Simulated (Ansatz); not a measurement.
## Single-point calculation, with input and output: CuO (part 2 of 3)

Continued. System: CuO (P6₃mc, 4 atoms in the cell). Method: DFT LDA+U+J, spin-orbit coupling, plane waves, PAW, U = 7 eV, J = 0.7 eV on Cu atom 1 d; U = 7 eV, J = 0.7 eV on Cu atom 2 d (Ansatz 0.2.0); cutoff 420 eV, 7×7×4 k-mesh, Gaussian smearing of 0.05 eV. The structure was built on a prototype by a generator; it need not be a known phase. It belongs to a series of runs on one base structure; here: random orbitals: harmonics, high filling.

Geometry of the input (Å; fractional positions):
```
3.2880  0.0000  0.0000
-1.6440  2.8475  0.0000
0.0000  0.0000  5.3850
Cu 0.6667  0.3333  0.0000
Cu 0.3333  0.6667  0.5000
O  0.6667  0.3333  0.6252
O  0.3333  0.6667  0.1252
```

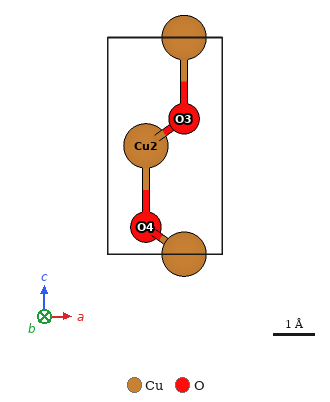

The structure as given in the input (ball-and-stick view of the cell of the calculation, along the b axis; atoms are numbered from 1 in the order of the input).

**Log, continued**
```
SCF iter  43: F=—  HF=-14215.867082 eV  |F-HF|=—  |Δ(HF+E_count)|=   1.77e-2  Δρ=1.07e-2  dr2=4.90e-2  dr2_m=1.28e-2  ethr=2.14e-11  |M|=1.51e-1 ∫|m|=9.68e-1 μB  |m|>n=0.0e0 m-floor=0.0e0 τ_xc=1.5e-18  β_m=0.57  ⟨swp⟩=6.0  Hψ=33305  notcnv=0  defer=428
SCF iter  44: F=—  HF=-14215.880571 eV  |F-HF|=—  |Δ(HF+E_count)|=   1.35e-2  Δρ=4.94e-3  dr2=1.90e-3  dr2_m=3.74e-3  ethr=2.14e-11  |M|=1.49e-1 ∫|m|=8.44e-1 μB  |m|>n=0.0e0 m-floor=0.0e0 τ_xc=1.1e-18  β_m=0.98  ⟨swp⟩=6.0  Hψ=29915  notcnv=0  defer=428
SCF iter  45: F=—  HF=-14215.891964 eV  |F-HF|=—  |Δ(HF+E_count)|=   1.14e-2  Δρ=8.35e-3  dr2=2.92e-2  dr2_m=2.65e-3  ethr=2.14e-11  |M|=1.88e-1 ∫|m|=7.88e-1 μB  |m|>n=0.0e0 m-floor=0.0e0 τ_xc=8.9e-19  β_m=0.97  ⟨swp⟩=6.0  Hψ=29824  notcnv=0  defer=428  recentre
SCF iter  46: F=—  HF=-14215.903681 eV  |F-HF|=—  |Δ(HF+E_count)|=   1.17e-2  Δρ=5.65e-3  dr2=1.40e-2  dr2_m=3.10e-3  ethr=2.14e-11  |M|=2.82e-1 ∫|m|=8.86e-1 μB  |m|>n=0.0e0 m-floor=0.0e0 τ_xc=9.4e-19  β_m=0.67  ⟨swp⟩=6.4  Hψ=32044  notcnv=0  defer=428
SCF iter  47: F=—  HF=-14215.904708 eV  |F-HF|=—  |Δ(HF+E_count)|=   1.03e-3  Δρ=9.39e-3  dr2=3.91e-2  dr2_m=4.94e-3  ethr=2.14e-11  |M|=3.91e-1 ∫|m|=1.07e0 μB  |m|>n=0.0e0 m-floor=0.0e0 τ_xc=1.1e-18  β_m=0.95  ⟨swp⟩=6.0  Hψ=30297  notcnv=0  defer=428  recentre
SCF iter  48: F=—  HF=-14215.907327 eV  |F-HF|=—  |Δ(HF+E_count)|=   2.62e-3  Δρ=3.52e-3  dr2=4.42e-3  dr2_m=1.50e-3  ethr=2.14e-11  |M|=3.53e-1 ∫|m|=9.85e-1 μB  |m|>n=0.0e0 m-floor=0.0e0 τ_xc=1.0e-18  β_m=0.98  ⟨swp⟩=6.0  Hψ=27336  notcnv=0  defer=428
SCF iter  49: F=—  HF=-14215.908678 eV  |F-HF|=—  |Δ(HF+E_count)|=   1.35e-3  Δρ=4.22e-3  dr2=1.45e-3  dr2_m=2.17e-3  ethr=2.14e-11  |M|=4.72e-1 ∫|m|=1.12e0 μB  |m|>n=0.0e0 m-floor=0.0e0 τ_xc=1.2e-18  β_m=0.99  ⟨swp⟩=6.0  Hψ=27182  notcnv=0  defer=428
SCF iter  50: F=—  HF=-14215.914377 eV  |F-HF|=—  |Δ(HF+E_count)|=   5.70e-3  Δρ=3.05e-3  dr2=3.14e-3  dr2_m=1.15e-3  ethr=2.14e-11  |M|=5.99e-1 ∫|m|=1.22e0 μB  |m|>n=0.0e0 m-floor=0.0e0 τ_xc=1.3e-18  β_m=0.40  ⟨swp⟩=5.5  Hψ=26164  notcnv=0  defer=428
SCF iter  51: F=—  HF=-14215.915171 eV  |F-HF|=—  |Δ(HF+E_count)|=   7.94e-4  Δρ=2.10e-3  dr2=1.74e-3  dr2_m=4.27e-4  ethr=2.14e-11  |M|=6.85e-1 ∫|m|=1.29e0 μB  |m|>n=0.0e0 m-floor=0.0e0 τ_xc=1.3e-18  β_m=0.92  ⟨swp⟩=5.7  Hψ=27159  notcnv=0  defer=428
SCF iter  52: F=—  HF=-14215.913819 eV  |F-HF|=—  |Δ(HF+E_count)|=   1.35e-3  Δρ=3.78e-3  dr2=3.98e-4  dr2_m=1.66e-3  ethr=2.14e-11  |M|=5.81e-1 ∫|m|=1.18e0 μB  |m|>n=0.0e0 m-floor=0.0e0 τ_xc=1.2e-18  β_m=0.45  ⟨swp⟩=5.8  Hψ=27449  notcnv=0  defer=428
SCF iter  53: F=—  HF=-14215.916536 eV  |F-HF|=—  |Δ(HF+E_count)|=   2.72e-3  Δρ=1.84e-3  dr2=9.99e-4  dr2_m=7.64e-5  ethr=2.14e-11  |M|=6.76e-1 ∫|m|=1.26e0 μB  |m|>n=0.0e0 m-floor=0.0e0 τ_xc=1.2e-18  β_m=0.62  ⟨swp⟩=5.6  Hψ=25653  notcnv=0  defer=428
SCF iter  54: F=—  HF=-14215.915496 eV  |F-HF|=—  |Δ(HF+E_count)|=   1.04e-3  Δρ=3.12e-3  dr2=7.88e-4  dr2_m=1.15e-3  ethr=2.14e-11  |M|=7.54e-1 ∫|m|=1.32e0 μB  |m|>n=0.0e0 m-floor=0.0e0 τ_xc=1.3e-18  β_m=0.79  ⟨swp⟩=5.2  Hψ=26109  notcnv=0  defer=428
SCF iter  55: F=—  HF=-14215.916667 eV  |F-HF|=—  |Δ(HF+E_count)|=   1.17e-3  Δρ=1.25e-3  dr2=9.59e-4  dr2_m=8.03e-5  ethr=2.14e-11  |M|=6.99e-1 ∫|m|=1.27e0 μB  |m|>n=0.0e0 m-floor=0.0e0 τ_xc=1.2e-18  β_m=0.62  ⟨swp⟩=5.6  Hψ=25602  notcnv=0  defer=428
SCF iter  56: F=—  HF=-14215.916510 eV  |F-HF|=—  |Δ(HF+E_count)|=   1.57e-4  Δρ=7.92e-4  dr2=3.36e-4  dr2_m=8.24e-5  ethr=2.14e-11  |M|=6.77e-1 ∫|m|=1.25e0 μB  |m|>n=0.0e0 m-floor=0.0e0 τ_xc=1.2e-18  β_m=0.81  ⟨swp⟩=4.7  Hψ=20972  notcnv=0  defer=428
SCF iter  57: F=—  HF=-14215.916672 eV  |F-HF|=—  |Δ(HF+E_count)|=   1.62e-4  Δρ=3.35e-4  dr2=3.47e-5  dr2_m=1.83e-5  ethr=2.14e-11  |M|=7.02e-1 ∫|m|=1.27e0 μB  |m|>n=0.0e0 m-floor=0.0e0 τ_xc=1.2e-18  β_m=0.91  ⟨swp⟩=4.6  Hψ=20819  notcnv=0  defer=428
SCF iter  58: F=—  HF=-14215.916712 eV  |F-HF|=—  |Δ(HF+E_count)|=   4.01e-5  Δρ=3.25e-4  dr2=4.34e-5  dr2_m=1.69e-5  ethr=2.14e-11  |M|=7.01e-1 ∫|m|=1.27e0 μB  |m|>n=0.0e0 m-floor=0.0e0 τ_xc=1.1e-18  β_m=0.91  ⟨swp⟩=4.0  Hψ=19146  notcnv=0  defer=428
SCF iter  59: F=—  HF=-14215.916737 eV  |F-HF|=—  |Δ(HF+E_count)|=   2.51e-5  Δρ=5.13e-4  dr2=1.22e-4  dr2_m=1.01e-5  ethr=2.14e-11  |M|=7.00e-1 ∫|m|=1.27e0 μB  |m|>n=0.0e0 m-floor=0.0e0 τ_xc=1.1e-18  β_m=0.91  ⟨swp⟩=4.0  Hψ=19344  notcnv=0  defer=428
SCF iter  60: F=—  HF=-14215.916740 eV  |F-HF|=—  |Δ(HF+E_count)|=   2.52e-6  Δρ=2.31e-4  dr2=2.43e-5  dr2_m=4.04e-6  ethr=2.14e-11  |M|=7.01e-1 ∫|m|=1.27e0 μB  |m|>n=0.0e0 m-floor=0.0e0 τ_xc=1.1e-18  β_m=0.96  ⟨swp⟩=4.0  Hψ=19393  notcnv=0  defer=428
SCF iter  61: F=—  HF=-14215.916756 eV  |F-HF|=—  |Δ(HF+E_count)|=   1.62e-5  Δρ=3.02e-4  dr2=3.69e-5  dr2_m=5.29e-6  ethr=2.14e-11  |M|=7.01e-1 ∫|m|=1.27e0 μB  |m|>n=0.0e0 m-floor=0.0e0 τ_xc=1.1e-18  β_m=0.98  ⟨swp⟩=4.0  Hψ=18939  notcnv=0  defer=428
SCF iter  62: F=—  HF=-14215.916775 eV  |F-HF|=—  |Δ(HF+E_count)|=   1.93e-5  Δρ=4.82e-4  dr2=9.23e-5  dr2_m=5.44e-6  ethr=2.14e-11  |M|=7.00e-1 ∫|m|=1.27e0 μB  |m|>n=0.0e0 m-floor=0.0e0 τ_xc=1.1e-18  β_m=0.38  ⟨swp⟩=4.0  Hψ=18235  notcnv=0  defer=428  recentre
SCF iter  63: F=—  HF=-14215.916763 eV  |F-HF|=—  |Δ(HF+E_count)|=   1.19e-5  Δρ=1.11e-4  dr2=2.80e-6  dr2_m=1.64e-6  ethr=2.14e-11  |M|=6.99e-1 ∫|m|=1.27e0 μB  |m|>n=0.0e0 m-floor=0.0e0 τ_xc=1.1e-18  β_m=0.58  ⟨swp⟩=4.0  Hψ=18013  notcnv=0  defer=428
SCF iter  64: F=—  HF=-14215.916728 eV  |F-HF|=—  |Δ(HF+E_count)|=         —  Δρ=1.22e-4  dr2=7.21e-6  dr2_m=1.87e-6  ethr=2.14e-11  |M|=7.00e-1 ∫|m|=1.27e0 μB  |m|>n=0.0e0 m-floor=0.0e0 τ_xc=9.8e-19  β_m=0.80  ⟨swp⟩=4.8  Hψ=21992  notcnv=0  defer=428
SCF iter  65: F=—  HF=-14215.916777 eV  |F-HF|=—  |Δ(HF+E_count)|=   4.90e-5  Δρ=1.70e-4  dr2=1.46e-5  dr2_m=1.25e-6  ethr=2.14e-11  |M|=6.99e-1 ∫|m|=1.27e0 μB  |m|>n=0.0e0 m-floor=0.0e0 τ_xc=1.0e-18  β_m=0.90  ⟨swp⟩=4.0  Hψ=20181  notcnv=0  defer=428
SCF iter  66: F=—  HF=-14215.916781 eV  |F-HF|=—  |Δ(HF+E_count)|=   3.73e-6  Δρ=1.24e-4  dr2=7.83e-6  dr2_m=6.47e-7  ethr=2.14e-11  |M|=6.98e-1 ∫|m|=1.27e0 μB  |m|>n=0.0e0 m-floor=0.0e0 τ_xc=1.0e-18  β_m=0.95  ⟨swp⟩=3.9  Hψ=16245  notcnv=0  defer=428
SCF iter  67: F=—  HF=-14215.916783 eV  |F-HF|=—  |Δ(HF+E_count)|=   2.78e-6  Δρ=1.47e-4  dr2=8.27e-6  dr2_m=1.00e-6  ethr=2.14e-11  |M|=6.98e-1 ∫|m|=1.27e0 μB  |m|>n=0.0e0 m-floor=0.0e0 τ_xc=9.9e-19  β_m=0.97  ⟨swp⟩=4.0  Hψ=16605  notcnv=0  defer=428
SCF iter  68: F=—  HF=-14215.916788 eV  |F-HF|=—  |Δ(HF+E_count)|=   4.82e-6  Δρ=1.87e-4  dr2=1.27e-5  dr2_m=8.96e-7  ethr=2.14e-11  |M|=6.98e-1 ∫|m|=1.27e0 μB  |m|>n=0.0e0 m-floor=0.0e0 τ_xc=9.9e-19  β_m=0.74  ⟨swp⟩=3.3  Hψ=16123  notcnv=0  defer=428
SCF iter  69: F=—  HF=-14215.916790 eV  |F-HF|=—  |Δ(HF+E_count)|=   1.46e-6  Δρ=1.49e-4  dr2=8.51e-6  dr2_m=7.22e-7  ethr=2.14e-11  |M|=6.97e-1 ∫|m|=1.27e0 μB  |m|>n=0.0e0 m-floor=0.0e0 τ_xc=9.6e-19  β_m=0.74  ⟨swp⟩=4.0  Hψ=17663  notcnv=0  defer=428
SCF iter  70: F=—  HF=-14215.916792 eV  |F-HF|=—  |Δ(HF+E_count)|=   2.56e-6  Δρ=5.43e-5  dr2=1.13e-6  dr2_m=2.19e-7  ethr=2.14e-11  |M|=6.96e-1 ∫|m|=1.27e0 μB  |m|>n=0.0e0 m-floor=0.0e0 τ_xc=9.8e-19  β_m=0.88  ⟨swp⟩=3.0  Hψ=15821  notcnv=0  defer=428
SCF iter  71: F=—  HF=-14215.916795 eV  |F-HF|=—  |Δ(HF+E_count)|=   2.50e-6  Δρ=5.20e-5  dr2=1.17e-6  dr2_m=1.37e-7  ethr=2.14e-11  |M|=6.96e-1 ∫|m|=1.27e0 μB  |m|>n=0.0e0 m-floor=0.0e0 τ_xc=9.8e-19  β_m=0.94  ⟨swp⟩=3.0  Hψ=14536  notcnv=0  defer=428
SCF iter  72: F=—  HF=-14215.916796 eV  |F-HF|=—  |Δ(HF+E_count)|=   1.09e-6  Δρ=5.37e-5  dr2=1.11e-6  dr2_m=9.91e-8  ethr=2.14e-11  |M|=6.96e-1 ∫|m|=1.27e0 μB  |m|>n=0.0e0 m-floor=0.0e0 τ_xc=9.6e-19  β_m=0.97  ⟨swp⟩=3.4  Hψ=14994  notcnv=0  defer=428
SCF iter  73: F=—  HF=-14215.916797 eV  |F-HF|=—  |Δ(HF+E_count)|=   1.32e-6  Δρ=8.49e-5  dr2=2.76e-6  dr2_m=1.23e-7  ethr=2.14e-11  |M|=6.96e-1 ∫|m|=1.27e0 μB  |m|>n=0.0e0 m-floor=0.0e0 τ_xc=9.6e-19  β_m=0.28  ⟨swp⟩=3.0  Hψ=14322  notcnv=0  defer=428  recentre
SCF iter  74: F=—  HF=-14215.916797 eV  |F-HF|=—  |Δ(HF+E_count)|=   3.20e-7  Δρ=1.61e-5  dr2=1.06e-7  dr2_m=6.35e-8  ethr=2.14e-11  |M|=6.96e-1 ∫|m|=1.27e0 μB  |m|>n=0.0e0 m-floor=0.0e0 τ_xc=1.0e-18  β_m=0.29  ⟨swp⟩=3.0  Hψ=14316  notcnv=0  defer=428
SCF iter  75: F=—  HF=-14215.916798 eV  |F-HF|=—  |Δ(HF+E_count)|=   1.25e-6  Δρ=1.24e-5  dr2=8.21e-8  dr2_m=2.92e-8  ethr=2.14e-11  |M|=6.97e-1 ∫|m|=1.27e0 μB  |m|>n=0.0e0 m-floor=0.0e0 τ_xc=9.7e-19  β_m=0.46  ⟨swp⟩=14.0  Hψ=46095  notcnv=0
iter 76 did not close the SCF: its close was put off for a magnetic moment that had not settled (scf_convergence_deferred on its scf_iter line)
SCF iter  76: F=-14215.916800 eV  HF=-14215.916800 eV  |F-HF|=2.15e-8  |Δ(HF+E_count)|=   1.76e-6  Δρ=8.46e-6  dr2=3.25e-8  dr2_m=1.42e-8  ethr=2.14e-11  |M|=6.97e-1 ∫|m|=1.27e0 μB  |m|>n=0.0e0 m-floor=0.0e0 τ_xc=9.8e-19  β_m=0.85  ⟨swp⟩=9.0  Hψ=46213  notcnv=0
iter 77 did not close the SCF: its close was put off for a magnetic moment that had not settled (scf_convergence_deferred on its scf_iter line)
SCF iter  77: F=-14215.916801 eV  HF=-14215.916801 eV  |F-HF|=1.94e-8  |Δ(HF+E_count)|=   7.19e-7  Δρ=1.34e-5  dr2=6.16e-8  dr2_m=1.69e-8  ethr=2.14e-11  |M|=6.97e-1 ∫|m|=1.27e0 μB  |m|>n=0.0e0 m-floor=0.0e0 τ_xc=9.7e-19  β_m=0.92  ⟨swp⟩=6.0  Hψ=43083  notcnv=0
SCF iter  78: F=—  HF=-14215.916801 eV  |F-HF|=—  |Δ(HF+E_count)|=   3.78e-7  Δρ=2.93e-5  dr2=2.98e-7  dr2_m=2.78e-8  ethr=2.14e-11  |M|=6.97e-1 ∫|m|=1.27e0 μB  |m|>n=0.0e0 m-floor=0.0e0 τ_xc=9.7e-19  β_m=0.81  ⟨swp⟩=3.0  Hψ=14297  notcnv=0  recentre
SCF iter  79: F=—  HF=-14215.916801 eV  |F-HF|=—  |Δ(HF+E_count)|=   3.68e-8  Δρ=2.97e-5  dr2=3.37e-7  dr2_m=1.91e-8  ethr=2.14e-11  |M|=6.97e-1 ∫|m|=1.27e0 μB  |m|>n=0.0e0 m-floor=0.0e0 τ_xc=9.8e-19  β_m=0.62  ⟨swp⟩=3.0  Hψ=14154  notcnv=0
SCF iter  80: F=—  HF=-14215.916801 eV  |F-HF|=—  |Δ(HF+E_count)|=   2.23e-7  Δρ=2.23e-5  dr2=2.69e-7  dr2_m=1.23e-8  ethr=2.14e-11  |M|=6.97e-1 ∫|m|=1.27e0 μB  |m|>n=0.0e0 m-floor=0.0e0 τ_xc=9.8e-19  β_m=0.61  ⟨swp⟩=3.1  Hψ=14011  notcnv=0
iter 81 did not close the SCF: its close was put off for a magnetic moment that had not settled (scf_convergence_deferred on its scf_iter line)
SCF iter  81: F=-14215.916801 eV  HF=-14215.916801 eV  |F-HF|=2.35e-8  |Δ(HF+E_count)|=   1.21e-7  Δρ=1.01e-5  dr2=2.72e-8  dr2_m=7.81e-9  ethr=2.14e-11  |M|=6.97e-1 ∫|m|=1.27e0 μB  |m|>n=0.0e0 m-floor=0.0e0 τ_xc=9.7e-19  β_m=0.64  ⟨swp⟩=6.0  Hψ=41318  notcnv=0
iter 82 did not close the SCF: its close was put off for a magnetic moment that had not settled (scf_convergence_deferred on its scf_iter line)
SCF iter  82: F=-14215.916801 eV  HF=-14215.916801 eV  |F-HF|=1.41e-8  |Δ(HF+E_count)|=   2.85e-8  Δρ=7.86e-6  dr2=2.70e-8  dr2_m=7.04e-9  ethr=2.14e-11  |M|=6.97e-1 ∫|m|=1.27e0 μB  |m|>n=0.0e0 m-floor=0.0e0 τ_xc=9.8e-19  β_m=0.82  ⟨swp⟩=5.0  Hψ=37419  notcnv=0
iter 83 did not close the SCF: its close was put off for a magnetic moment that had not settled (scf_convergence_deferred on its scf_iter line)
SCF iter  83: F=-14215.916801 eV  HF=-14215.916801 eV  |F-HF|=1.96e-8  |Δ(HF+E_count)|=   1.13e-8  Δρ=7.78e-6  dr2=2.38e-8  dr2_m=5.70e-9  ethr=2.14e-11  |M|=6.97e-1 ∫|m|=1.27e0 μB  |m|>n=0.0e0 m-floor=0.0e0 τ_xc=9.8e-19  β_m=0.91  ⟨swp⟩=5.0  Hψ=36477  notcnv=0
SCF iter  84: F=-14215.916801 eV  HF=-14215.916801 eV  |F-HF|=4.95e-9  |Δ(HF+E_count)|=   1.23e-8  Δρ=4.92e-6  dr2=8.65e-9  dr2_m=1.86e-9  ethr=2.14e-11  |M|=6.97e-1 ∫|m|=1.27e0 μB  |m|>n=0.0e0 m-floor=0.0e0 τ_xc=9.7e-19  ⟨swp⟩=5.2  Hψ=37473  notcnv=0
WARN: hamiltonian.hubbard: on 2 of 2 specified blocks the occupation matrix of this SCF's result fails the test of the specified filling. At site 0 (sites count from 0 in the list of atoms of the cell that this SCF solves) the least filled combination of the orbitals specified full has occupation 0.673, and the fullest combination of the orbitals specified empty has occupation 0.685; the filling counts as kept where the first is at least 0.75 and exceeds the second by more than 0.25. The same holds at site 1. The state of this SCF's result may not hold the specified filling, though these bounds can also misjudge a state that does. This warning does not say which state is lower in energy, or whether the specified filling is a self-consistent state at all; see hamiltonian.hubbard.sites[].starting_ns, Limitations, and scf.initial_density.shell_occupations in the input reference
SCF 1 converged in 84 iterations: F = -14215.916801 eV  dr2 = 8.65e-9
  greatest PAW one-centre occupation: 1.000 electrons in one spin orbital (limit 2), on the Cu atom at site 1 (counted from 0), in its partial waves of l = 0
SCF converged after 84 iterations
Magnetization: |M| = 0.6967 μB,  M = (+0.0000, +0.0010, +0.6967) μB
Absolute magnetization: 1.5466 μB (∫|m|, with the PAW one-centre terms)
Moment direction: turned by 0.0215 rad
  site 0: m = (+0.0000, +0.0002, -0.0094) μB, |m| = 0.0094 μB  (R = 0.83 Å)
  site 1: m = (+0.0000, +0.0003, +0.3305) μB, |m| = 0.3305 μB  (R = 0.83 Å)
  site 2: m = (+0.0000, +0.0003, +0.3784) μB, |m| = 0.3784 μB  (R = 0.83 Å)
  site 3: m = (+0.0000, +0.0001, -0.0310) μB, |m| = 0.0310 μB  (R = 0.83 Å)
Free energy (F): -14215.916801 eV
Harris-Foulkes:  -14215.916801 eV  (|F-HF|=4.95e-9)
Internal energy: -14215.913956 eV  (E = F + TS)
E sigma→0 (E₀):  -14215.915379 eV
Entropy (-TS):   -0.002846 eV (-0.711 meV/atom)
Fermi energy:    7.102754 eV
--- Per-component energies (eV) ---
  E_band       = -1072.699021
  E_kinetic    = 934.059984
  E_local      = -10658.412820  (includes V_loc(G=0)·N_el)
  E_nonlocal   = 894.619484
  E_hartree    = 4599.921405
  E_xc         = -315.914184
  E_vxc        = -408.020928  (∫ρ·V_xc dr)
  E_hubbard    = 2.012647  (on-site DFT+U / exact-exchange correction)
  E_vhub       = -55.490876  (the Hubbard potential's part of the band-sum identity)
  E_paw        = -3482.060591  (= ΣΔE_a)
  E_vpaw       = -979.293993  (= ΣTr[D̂ρ^β])
  E_aug_tail   = 0.005489  (compensation charges beyond the density's cutoff)
  E_ewald      = -6191.243701
  E_core_change = 1.098330  (= ΣΔE_core)
  E_smearing   = -0.002846  (= −TS)
  E_closure    = 0.000000  (closes the sum)
  Σ components = -14215.916801   (vs F -14215.916801, Δ=0.00e0)
--- DFT+U+J on-site energies (Liechtenstein; fll double counting; per corrected site; eV) ---
  site 0 (l=d): U=7.0000  J=0.7000  Tr N=9.3022  E_int=259.293713  E_dc=258.412931  E_U=0.880782
  site 1 (l=d): U=7.0000  J=0.7000  Tr N=9.5919  E_int=276.813925  E_dc=275.682060  E_U=1.131865
--- Hubbard shell moments (per corrected site; Tr N, ν in electrons; μ in μ_B) ---
  shell 0: Tr N=9.3022  μ_S=(+0.0000, +0.0002, -0.0113)  μ_L=(+0.0000, +0.0003, -0.3304)  μ=(+0.0000, +0.0004, -0.3417)  ν=0.4357 along (+0.000, +0.000, -1.000)
  shell 1: Tr N=9.5919  μ_S=(+0.0000, +0.0003, +0.3024)  μ_L=(-0.0000, -0.0000, +0.1097)  μ=(+0.0000, +0.0003, +0.4120)  ν=0.0256 along (+0.000, +0.001, +1.000)
--- Specified on-site occupations, and those of the state reported ---
  electrons in the specified blocks: 17.5000 specified, 18.8941 found
  site 1 (l=d): largest change of an orbital's occupation 0.9713; electrons 8.7500 specified, 9.5919 found; spectral distance 0.8088
  site 0 (l=d): largest change of an orbital's occupation 0.7552; electrons 8.7500 specified, 9.3022 found; spectral distance 0.3576
--- Forces (eV/Å), atoms counted from 1 ---
  atom   1  Cu    -0.00000000    -0.00004958    -0.17705566
  atom   2  Cu     0.00000000     0.00003923    -0.02274182
  atom   3  O     -0.00000000    -0.00006229     0.51996165
  atom   4  O      0.00000000     0.00007427    -0.32017638
  max |Σ_I F_I| component: 1.22e-5 eV/Å
```
